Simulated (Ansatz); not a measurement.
# Transmission past a defect: Al wire along [110], 3 atoms a period, Pt in place of one Al, part 2 of 3

What does the defect do to the conductance?

Ansatz 0.2.0; DFT PBE, plane waves, PAW; relaxation of a wire's period (the session's first sound run).

So far. Step 2 (The relaxed wire): The cell's length comes to 2.501 Å with spin left out. That is -12 % against the start, more than a small adjustment.

## (3) The perfect wire

This step: DFT PBE, plane waves, PAW; channels and complex bands of a perfect wire (Ansatz 0.2.0).

At the relaxed period the Bloch states of the perfect wire are found at each energy: those that move forward count the open channels, and those that decay describe how a disturbance dies away inside the wire itself. An energy step of 0.035 eV is under the 0.039 eV that the program asks for its thermal average at 300 K.

input.yaml

```yaml
crystal:
  lattice:
    - [8.82, 0.0, 0.0]
    - [0.0, 9.657, 0.0]
    - [0.0, 0.0, 2.5005734469]
  atoms:
    - { symbol: Al, position: [0.38056872, 0.352254387, 0.0] }
    - { symbol: Al, position: [0.624350088, 0.499985057, 0.5] }
    - { symbol: Al, position: [0.38056872, 0.647715727, 0.0] }
kpoints:
  mp_grid: { grid: [1, 1, 32] }
scf:
  occupations: { method: fermi_dirac, width: 0.05 }
hamiltonian:
  xc: pbe
output:
  transmission:
    e_range: [-1.26, 1.26]
    de: 0.035
    kmesh: [1, 1]
    reduced_basis: true
    leads: [[0, 0]]
basis:
  ecutwfc: "350 eV"
```

Launch:

```
$ ansatz run input.yaml --threads 4 --pin off --max-ram 16384MiB --backend cpu --events-out ev --progress --plain --runs-dir out
```

Numbers of over 12 decimals in the logs are rounded to 6 here.

Log:

```text
Warning: basis.ecutwfc = 350 eV is below the records' recommended 420 eV, and the density's cutoff is lower with it unless basis.ecutrho_ratio is high enough to keep the records' density cutoff: compare with a run at a higher cutoff
[...]
Crystal: 3 atoms, lattice volume = 212.986 Å³
Basis set: ecut = 350 eV, 3161 PW (Γ)
Bands: 9, of which v1, the nominal top of the filled ones, is band 5 counted from 1 (4 counted from 0)
Symmetry: 4 space group operations
[...]
k-points: 17 of 32
[...]
SCF iter   1: F=—  HF=-1609.849523 eV  |F-HF|=—  |Δ(HF+E_count)|=         —  Δρ=1.61e-3  dr2=1.95e-2  ethr=1.77e-3  ⟨swp⟩=8.3  Hψ=1517  notcnv=0
[...]
SCF iter   6: F=-1609.848694 eV  HF=-1609.848694 eV  |F-HF|=2.03e-8  |Δ(HF+E_count)|=   9.22e-8  Δρ=2.34e-6  dr2=5.16e-8  ethr=1.11e-9  ⟨swp⟩=4.2  Hψ=749  notcnv=0
SCF 1 converged in 6 iterations: F = -1609.848694 eV  dr2 = 5.16e-8
[...]
transmission: 3 of 18 steps passed
transmission: 6 of 18 steps passed
[...]
transmission: 18 of 18 steps passed
SCF converged after 6 iterations
Free energy (F): -1609.848694 eV
[...]
Internal energy: -1609.834023 eV  (E = F + TS)
E sigma→0 (E₀):  -1609.841359 eV
Entropy (-TS):   -0.014671 eV (-4.890 meV/atom)
Fermi energy:    -1.529019 eV
[...]
--- Band table (eV; the first three rows and the last of 17) ---
[...]
--- Transmission ---
  basis      : 619 plane waves across, 3 finite elements along
  points     : 1, standing for a mesh of 1 x 1
  filling    : by the input's occupations and mesh, since the crystals that have channels conduct as metals do. If one of these is a semiconductor, that mesh has misplaced its level
  energies   : 73 from -1.260000 to 1.260000 eV about the Fermi level, 0.035000 eV apart; the leads are filled to 0.000000 eV, and channels, transmission and decay are at 0.000000 eV
  crystal 0  : Al3, at the sites [0, 0], period 2.5006 Å: whole cells are its period
    offset         : up to 0.0000 Å between an atom of the period and one for which it stands
    filled         : 12.2 meV over the level at which it is neutral
    channels       : 5.000000e0 a spin
    conductance    : 4.5483e14 S/m² at 300 K; may be off by some 0.0 % by where its bands' edges are placed, 0.0 % from the distance to neutral
```

Run time: 16 s. Hardware: 4 threads of Arm Neoverse V2, shared host; peak memory 0.59 GiB.

Numbers from this step:

* energy at zero smearing: -1609.8414 eV
* channels at the energy nearest the Fermi level, one spin: 5
* conductance of the lead as this run defines it: 5.000 G₀
* band gap: 0 eV

Open channels of the lead, one spin against energy, zero at the Fermi level:

```csv
energy (eV),"open channels of the lead, one spin"
-1.190,2
-1.085,2
-1.015,3
-0.910,3
-0.805,4
-0.700,3
-0.595,3
-0.490,3
-0.385,3
-0.315,3
-0.210,5
-0.105,5
0.000,5
0.105,5
0.210,5
0.315,5
0.385,5
0.490,4
0.595,4
0.700,4
0.805,2
0.910,2
1.015,2
1.085,2
1.190,4
```

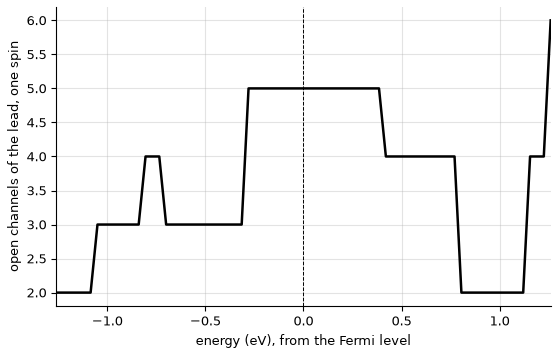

Open channels of the lead, one spin, plotted against energy.

The slowest values at each energy, most degenerate partners merged, listed up to 1.5 1/Å. Im kz of the slowest decaying states against energy, zero at the Fermi level:

| energy (eV) | decay 1 (Å⁻¹) | decay 2 (Å⁻¹) | decay 3 (Å⁻¹) | decay 4 (Å⁻¹) |
| --- | --- | --- | --- | --- |
| -1.015 | 0.0824 | 0.229 | 0.995 | 1.01 |
| -0.490 | 0.0543 | 0.0750 | 0.918 | 0.935 |
| 0.000 | 0.107 | 0.839 | 0.861 | 0.918 |
| 0.490 | 0.0297 | 0.102 | 0.752 | 0.779 |
| 1.015 | 0.0326 | 0.0331 | 0.0515 | 0.646 |

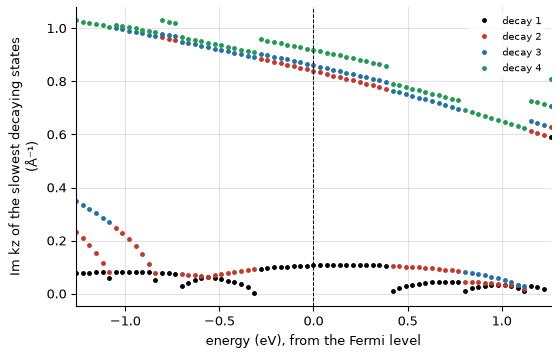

Im kz of the slowest decaying states, plotted against energy.

By hand: the program gives 4.5483 × 10^14 S/m² over the cell's cross-section of 85.17 Å² = 8.517 × 10^-19 m², so one cell conducts 3.874 × 10^-4 S. Divided by G0 = 2e²/h = 7.748 × 10^-5 S this is 5.00 G0, a resistance of 2.58 kΩ.

At the computed energy nearest the Fermi level there are 5 channels a spin, and the thermal average gives 5.00 G₀.

## (4) Relaxing the junction

This step: DFT PBE, plane waves, PAW; relaxation of a junction in a wire, ends held (Ansatz 0.2.0).

System of this step: Al wire along [110], 3 atoms a period, Pt in place of one Al. The cell holds 27 atoms: 26 Al and 1 Pt. Cell: a = 8.820 Å, b = 9.657 Å, c = 22.505 Å, α = 90.0°, β = 90.0°, γ = 90.0°. Regions: held atoms, 18 atoms (18 Al); free atoms, 9 atoms (8 Al and 1 Pt). Vacuum lies along a and b. The structure's axis is c.

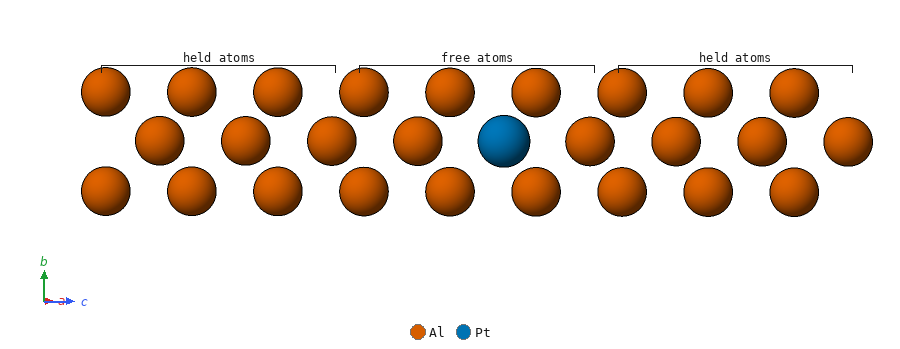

The cell of this step (aluminium orange, platinum blue).

9 atoms at the defect are free to relax, while 18 stay where the perfect wire has them, so that the ends still repeat as a lead. The cutoff is set under the files' recommended one to save time.

input.yaml

```yaml
crystal:
  lattice:
    - [8.82, 0.0, 0.0]
    - [0.0, 9.657, 0.0]
    - [0.0, 0.0, 22.5051610223]
  atoms:
    - { symbol: Al, position: [0.38056872, 0.352254387, 0.0] }
    - { symbol: Al, position: [0.624350088, 0.499985057, 0.055555556] }
    - { symbol: Al, position: [0.38056872, 0.647715727, 0.0] }
    - { symbol: Al, position: [0.38056872, 0.352254387, 0.111111111] }
    - { symbol: Al, position: [0.624350088, 0.499985057, 0.166666667] }
    - { symbol: Al, position: [0.38056872, 0.647715727, 0.111111111] }
    - { symbol: Al, position: [0.38056872, 0.352254387, 0.222222222] }
    - { symbol: Al, position: [0.624350088, 0.499985057, 0.277777778] }
    - { symbol: Al, position: [0.38056872, 0.647715727, 0.222222222] }
    - { symbol: Al, position: [0.38056872, 0.352254387, 0.333333333] }
    - { symbol: Al, position: [0.624350088, 0.499985057, 0.388888889] }
    - { symbol: Al, position: [0.38056872, 0.647715727, 0.333333333] }
    - { symbol: Al, position: [0.38056872, 0.352254387, 0.444444444] }
    - { symbol: Pt, position: [0.624350088, 0.499985057, 0.5], spin: 0.6 }
    - { symbol: Al, position: [0.38056872, 0.647715727, 0.444444444] }
    - { symbol: Al, position: [0.38056872, 0.352254387, 0.555555556] }
    - { symbol: Al, position: [0.624350088, 0.499985057, 0.611111111] }
    - { symbol: Al, position: [0.38056872, 0.647715727, 0.555555556] }
    - { symbol: Al, position: [0.38056872, 0.352254387, 0.666666667] }
    - { symbol: Al, position: [0.624350088, 0.499985057, 0.722222222] }
    - { symbol: Al, position: [0.38056872, 0.647715727, 0.666666667] }
    - { symbol: Al, position: [0.38056872, 0.352254387, 0.777777778] }
    - { symbol: Al, position: [0.624350088, 0.499985057, 0.833333333] }
    - { symbol: Al, position: [0.38056872, 0.647715727, 0.777777778] }
    - { symbol: Al, position: [0.38056872, 0.352254387, 0.888888889] }
    - { symbol: Al, position: [0.624350088, 0.499985057, 0.944444444] }
    - { symbol: Al, position: [0.38056872, 0.647715727, 0.888888889] }
magnetization:
  spin_polarized: true
kpoints:
  mp_grid: { grid: [1, 1, 2] }
scf:
  occupations: { method: fermi_dirac, width: 0.1 }
hamiltonian:
  xc: pbe
relax:
  constraints:
    - { sites: [0, 1, 2, 3, 4, 5, 6, 7, 8, 18, 19, 20, 21, 22, 23, 24, 25, 26] }
  f_tol: 0.06
  max_steps: 35
basis:
  ecutwfc: "350 eV"
```

Log:

```text
[...]
Warning: crystal.symmetry: narrowed to the stabiliser of the relax constraints — unitary ops 4 → 2; lowered at sites 9, 11, 18, 20 (the operations that carried what is held of a site onto what its image site leaves free; the constrained walk keeps no symmetry that its constraints do not admit)
[...]
Crystal: 27 atoms, lattice volume = 1916.871 Å³
Basis set: ecut = 350 eV, 28495 PW (Γ), exchange–correlation on 108×120×288 points (8 copies of the dense FFT grid, shifted against one another)
Bands: 76, of which v1, the nominal top of the filled ones, is band 48 counted from 1 (47 counted from 0)
Symmetry: 2 space group operations
k-points: 2
[...]
Starting moments: Σ|m| = 0.6 μB on 1 of 27 sites
[...]
SCF iter   1: F=—  HF=-26481.272791 eV  |F-HF|=—  |Δ(HF+E_count)|=         —  Δρ=1.02e-2 (↑1.02e-2 ↓9.54e-3)  dr2=2.46e1  dr2_m=4.59e-2  M=0.227 μB ∫|m|=0.367 μB  β_m=0.30  ethr=3.10e-3  ⟨swp⟩=9.0  Hψ=1808  notcnv=0
[...]
spin=Collinear: LDOS preconditioning applied to the charge; magnetization (m = ρ↑ − ρ↓) channel mixes plain (no charge-response kernel on spin).
SCF iter   2: F=—  HF=-26477.601526 eV  |F-HF|=—  |Δ(HF+E_count)|=    3.67e0  Δρ=6.73e-3 (↑6.73e-3 ↓6.33e-3)  dr2=9.22e0  dr2_m=3.14e-2  M=0.190 μB ∫|m|=0.309 μB  β_m=0.53  ethr=3.10e-3  ⟨swp⟩=3.0  Hψ=614  notcnv=0  defer=12
[...]
SCF iter  10: F=-26475.558749 eV  HF=-26475.558749 eV  |F-HF|=1.71e-7  |Δ(HF+E_count)|=   9.78e-7  Δρ=1.77e-6 (↑1.75e-6 ↓1.77e-6)  dr2=1.23e-7  dr2_m=3.34e-8  M=0.002 μB ∫|m|=0.004 μB  ethr=1.72e-9  ⟨swp⟩=2.0  Hψ=515  notcnv=0
WARN: the starting moments were not kept: the SCF closed with an absolute magnetisation of 4.2e-3 μB, where they sum to 0.6 μB in size (1 site). That is at most 0.1 of that sum. Measured as dr2_m measures the in/out step, that magnetisation stands 1.2e-7 eV from none, at or under the dr2_threshold of 9.0e-5 eV: it is no larger than a step whose dr2_m would equal this threshold. The system may hold no moment; this SCF [...]
SCF 1 converged in 10 iterations: F = -26475.558749 eV  dr2 = 1.23e-7
[...]
relax step   1: F+E_penalty+E_count = -26475.55874895 eV  Δ(F+E_penalty+E_count) = +0.000e0 eV  max|allowed force component| = 2.101e0 eV/Å  Δτ_max = 0.0000 Å  (10 SCF iters, dr2 threshold 9.00e-5 eV, accepted)
[...]
Starting moments: Σ|m| = 0.6 μB on 1 of 27 sites; this step starts from the density that it was given
[...]
SCF iter   7: F=-26475.983509 eV  HF=-26475.983509 eV  |F-HF|=3.09e-7  |Δ(HF+E_count)|=   4.22e-6  Δρ=2.03e-6 (↑2.03e-6 ↓2.01e-6)  dr2=2.11e-7  dr2_m=2.46e-8  M=-0.000 μB ∫|m|=0.001 μB  ethr=3.70e-9  ⟨swp⟩=1.0  Hψ=840  notcnv=0
the starting moments were not kept: the SCF closed with an absolute magnetisation of 1.3e-3 μB, where they sum to 0.6 μB in size (1 site). That is at most 0.1 of that sum. Measured as dr2_m measures the in/out step, that magnetisation stands 1.5e-8 eV from none, at or under the dr2_threshold of 1.0e-4 eV: it is no larger than a step whose dr2_m would equal this threshold.
SCF 2 converged in 7 iterations: F = -26475.983509 eV  dr2 = 2.11e-7
relax step   2: F+E_penalty+E_count = -26475.98350930 eV  Δ(F+E_penalty+E_count) = -4.248e-1 eV  max|allowed force component| = 1.442e0 eV/Å  Δτ_max = 0.1980 Å  (7 SCF iters, dr2 threshold 1.00e-4 eV, accepted)
SCF iter   1: F=—  HF=-26476.259833 eV  |F-HF|=—  |Δ(HF+E_count)|=         —  Δρ=1.97e-3 (↑1.97e-3 ↓1.41e-3)  dr2=2.13e-1  dr2_m=1.70e-2  M=-0.009 μB ∫|m|=0.042 μB  β_m=0.30  ethr=1.40e-3  ⟨swp⟩=4.2  Hψ=907  notcnv=0
[...]
SCF iter   7: F=-26476.247585 eV  HF=-26476.247586 eV  |F-HF|=8.45e-7  |Δ(HF+E_count)|=   1.12e-5  Δρ=4.43e-6 (↑3.61e-6 ↓4.43e-6)  dr2=2.14e-6  dr2_m=2.93e-8  M=-0.000 μB ∫|m|=0.001 μB  ethr=2.91e-8  ⟨swp⟩=1.5  Hψ=796  notcnv=0
[...]
SCF 3 converged in 7 iterations: F = -26476.247585 eV  dr2 = 2.14e-6
relax step   3: F+E_penalty+E_count = -26476.24758495 eV  Δ(F+E_penalty+E_count) = -2.641e-1 eV  max|allowed force component| = 5.793e-1 eV/Å  Δτ_max = 0.1949 Å  (7 SCF iters, dr2 threshold 1.00e-4 eV, accepted)
[...]
relax step   4: F+E_penalty+E_count = -26476.50844138 eV  Δ(F+E_penalty+E_count) = -2.609e-1 eV  max|allowed force component| = 2.419e-1 eV/Å  Δτ_max = 0.1913 Å  (7 SCF iters, dr2 threshold 5.41e-5 eV, accepted)
[...]
relax step   5: F+E_penalty+E_count = -26476.72237178 eV  Δ(F+E_penalty+E_count) = -2.139e-1 eV  max|allowed force component| = 2.037e-1 eV/Å  Δτ_max = 0.1957 Å  (8 SCF iters, dr2 threshold 9.44e-6 eV, accepted)
[...]
relax step   6: F+E_penalty+E_count = -26476.80091440 eV  Δ(F+E_penalty+E_count) = -7.854e-2 eV  max|allowed force component| = 1.703e-1 eV/Å  Δτ_max = 0.1929 Å  (7 SCF iters, dr2 threshold 7.24e-6 eV, accepted)
[...]
relax step   7: F+E_penalty+E_count = -26476.81799232 eV  Δ(F+E_penalty+E_count) = -1.708e-2 eV  max|allowed force component| = 1.337e-1 eV/Å  Δτ_max = 0.1739 Å  (6 SCF iters, dr2 threshold 2.03e-5 eV, accepted)
[...]
relax step   8: F+E_penalty+E_count = -26476.82634208 eV  Δ(F+E_penalty+E_count) = -8.350e-3 eV  max|allowed force component| = 5.867e-2 eV/Å  Δτ_max = 0.0593 Å  (5 SCF iters, dr2 threshold 1.10e-5 eV, accepted)
[...]
SCF iter   4: F=-26476.826343 eV  HF=-26476.826343 eV  |F-HF|=1.63e-9  |Δ(HF+E_count)|=   2.45e-7  Δρ=1.96e-7 (↑1.90e-7 ↓1.96e-7)  dr2=4.48e-9  dr2_m=1.09e-11  M=-0.000 μB ∫|m|=0.000 μB  ethr=1.04e-10  ⟨swp⟩=4.0  Hψ=838  notcnv=0
[...]
SCF 9 converged in 4 iterations: F = -26476.826343 eV  dr2 = 4.48e-9
relax step   9: F+E_penalty+E_count = -26476.82634318 eV  Δ(F+E_penalty+E_count) = -1.100e-6 eV  max|allowed force component| = 5.884e-2 eV/Å  Δτ_max = 0.0000 Å  (4 SCF iters, accepted)
SCF converged after 4 iterations
Magnetization: -0.0000 μB (48.0000 up, 48.0000 down)
Absolute magnetization: 0.0001 μB (∫|ρ↑−ρ↓|, with the PAW one-centre terms)
[...]
Per-site moments (μB) at R_I (Å): [(5.858126546205433e-7, 1.031487), (-5.437998414267779e-7, 1.031487), (5.858126546312961e-7, 1.031487), (-4.801209879028179e-7, 1.031487), (1.93403340637741e-7, 1.031487), (-4.801209878263239e-7, 1.031487), (9.044180108784198e-7, 1.031487), (2.1453605202666085e-7, 1.031487), (9.044180109336432e-7, 1.031487), (-1.1973304442279299e-6, 1.035644), (-9.780768537445957e-7, 1.035464), (-1.1 [...]
Free energy (F): -26476.826343 eV
[...]
Internal energy: -26476.322045 eV  (E = F + TS)
E sigma→0 (E₀):  -26476.574194 eV
Entropy (-TS):   -0.504298 eV (-18.678 meV/atom)
Fermi energy:    -1.337868 eV
[...]
--- Forces (eV/Å), atoms counted from 1 ---
  atom   1  Al    -0.00176946    -0.03116832     0.00047788
  atom   2  Al    -0.03580081     0.00000000    -0.06342493
  atom   3  Al    -0.00176946     0.03116832     0.00047788
  atom   4  Al     0.00241095    -0.12662595     0.00568103
  atom   5  Al    -0.03250204     0.00000000    -0.01086891
  atom   6  Al     0.00241095     0.12662595     0.00568103
  atom   7  Al     0.11219213    -0.12853834     0.00257724
  atom   8  Al    -0.14947371     0.00000000     0.20766669
  atom   9  Al     0.11219213     0.12853834     0.00257724
  atom  10  Al    -0.00511372    -0.00199130    -0.01287722
  atom  11  Al     0.05883983     0.00000000    -0.00798469
  atom  12  Al    -0.00511372     0.00199130    -0.01287722
  atom  13  Al    -0.03072945    -0.03378632    -0.02166444
  atom  14  Pt     0.03130588     0.00000000     0.00796289
  atom  15  Al    -0.03072945     0.03378632    -0.02166444
  atom  16  Al    -0.00452286    -0.01093209    -0.00359493
  atom  17  Al     0.01472460     0.00000000     0.01066894
  atom  18  Al    -0.00452286     0.01093209    -0.00359493
  atom  19  Al    -0.04799654     0.11615594     0.04599643
  atom  20  Al     0.03059147     0.00000000    -0.21954200
  atom  21  Al    -0.04799654    -0.11615594     0.04599643
  atom  22  Al     0.01377395    -0.00709740    -0.00483777
  atom  23  Al     0.01234877     0.00000000    -0.03518486
  atom  24  Al     0.01377395     0.00709740    -0.00483777
  atom  25  Al     0.05056026    -0.12532856     0.00575419
  atom  26  Al    -0.10765890     0.00000000     0.07569579
  atom  27  Al     0.05056026     0.12532856     0.00575419
  max |Σ_I F_I| component: 1.44e-5 eV/Å
--- Relaxed structure (9 steps of the walk, 9 accepted, 0 SCFs on fresh bases) ---
  F+E_penalty+E_count = -26476.82634318 eV   max|allowed force component| = 5.884e-2 eV/Å
  atoms:
    - { symbol: Al, position: [0.380569, 0.352254, 0.0] }
    - { symbol: Al, position: [0.624350088, 0.499985, 0.055555556] }
    - { symbol: Al, position: [0.380569, 0.647715727, 0.0] }
    - { symbol: Al, position: [0.380569, 0.352254, 0.111111] }
    - { symbol: Al, position: [0.624350088, 0.499985, 0.166666667] }
    - { symbol: Al, position: [0.380569, 0.647715727, 0.111111] }
    - { symbol: Al, position: [0.380569, 0.352254, 0.222222] }
    - { symbol: Al, position: [0.624350088, 0.499985, 0.277778] }
    - { symbol: Al, position: [0.380569, 0.647715727, 0.222222] }
    - { symbol: Al, position: [0.355492, 0.361031, 0.333284] }
    - { symbol: Al, position: [0.606645, 0.499985, 0.390687] }
    - { symbol: Al, position: [0.355492, 0.638939, 0.333284] }
    - { symbol: Al, position: [0.421061, 0.304754, 0.441592] }
    - { symbol: Pt, position: [0.538863, 0.499985, 0.499017] }
    - { symbol: Al, position: [0.421061, 0.695216, 0.441592] }
    - { symbol: Al, position: [0.417483, 0.306612, 0.556072] }
    - { symbol: Al, position: [0.609770, 0.499985, 0.607237] }
    - { symbol: Al, position: [0.417483, 0.693358, 0.556072] }
    - { symbol: Al, position: [0.380569, 0.352254, 0.666666667] }
    - { symbol: Al, position: [0.624350088, 0.499985, 0.722222] }
    - { symbol: Al, position: [0.380569, 0.647715727, 0.666666667] }
    - { symbol: Al, position: [0.380569, 0.352254, 0.777777778] }
    - { symbol: Al, position: [0.624350088, 0.499985, 0.833333] }
    - { symbol: Al, position: [0.380569, 0.647715727, 0.777777778] }
    - { symbol: Al, position: [0.380569, 0.352254, 0.888888889] }
    - { symbol: Al, position: [0.624350088, 0.499985, 0.944444444] }
    - { symbol: Al, position: [0.380569, 0.647715727, 0.888888889] }
```

It took 70 s on 4 threads; peak memory 2.4 GiB; 4.5 min of CPU time.

The steps of the relaxation:

```
step  energy less that of the first step (eV)  largest force component (eV/Å)
   1                                   0.0000                          2.1010
   2                                  -0.4248                          1.4422
   3                                  -0.6888                          0.5793
   4                                  -0.9497                          0.2419
   5                                  -1.1636                          0.2037
   6                                  -1.2422                          0.1703
   7                                  -1.2592                          0.1337
   8                                  -1.2676                          0.0587
   9                                  -1.2676                          0.0588
```

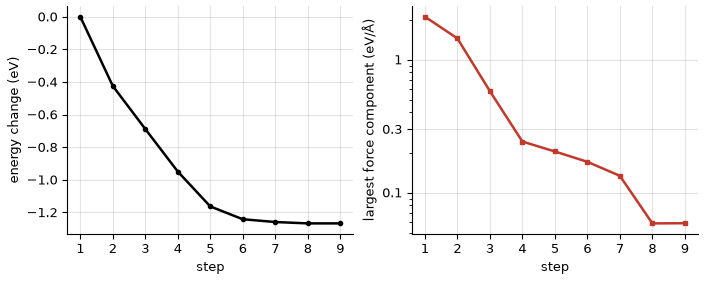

Energy and largest force along the relaxation.

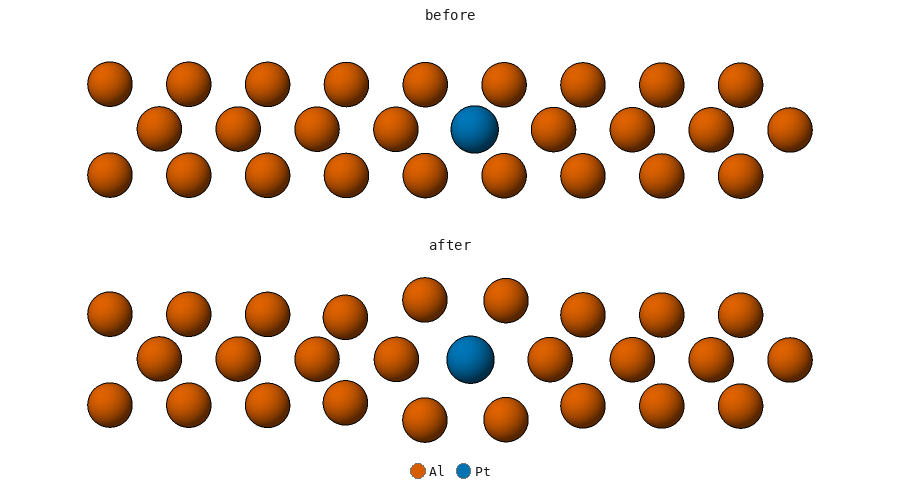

Before and after, at one scale.

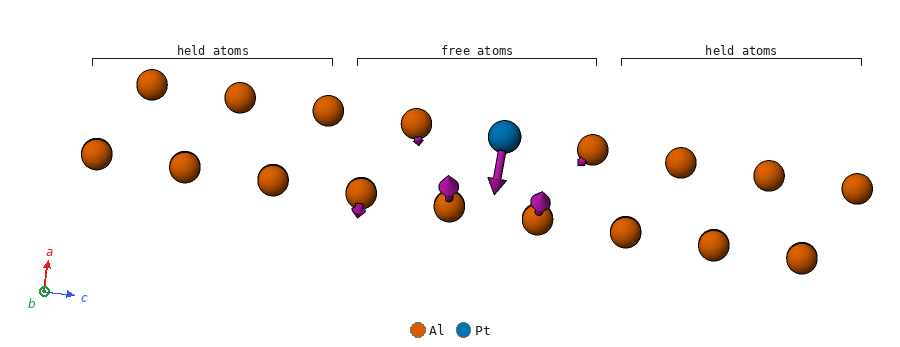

Displacements in the relaxation, exaggerated; the longest in the cell stands for 0.75 Å.

The atoms that moved most (Å):

```
atom      dx      dy      dz  length
Pt14  -0.754   0.000  -0.022   0.754
Al13   0.357  -0.459  -0.064   0.585
Al15   0.357   0.459  -0.064   0.585
Al16   0.326  -0.441   0.012   0.548
Al18   0.326   0.441   0.012   0.548
Al10  -0.221   0.085  -0.001   0.237
Al12  -0.221  -0.085  -0.001   0.237
Al11  -0.156   0.000   0.040   0.161
```

Numbers from this step:

* energy at zero smearing: -26476.5742 eV

The largest force component on a free atom ends at 0.059 eV/Å, under the limit of 0.06. Pt ends nearest to Al at 2.51 Å, Al at 2.51 Å, Al at 2.51 Å, Al at 2.51 Å, Al at 2.51 Å and Al at 2.51 Å. 4 atoms of the wire itself, hydrogen apart, moved by over 0.45 Å, up to 0.58 Å.

(Part 2 of 3 ends here.)

[Logs are printed without paths, hosts, clocks, repeated set-up lines and the standing remarks that a program may print on its own settings, such as how far it seeks lower states.]

[Hosts, paths, dates, database ids (printed as entryN), source tags and the programs' standing remarks are cut or masked in the printed files.]
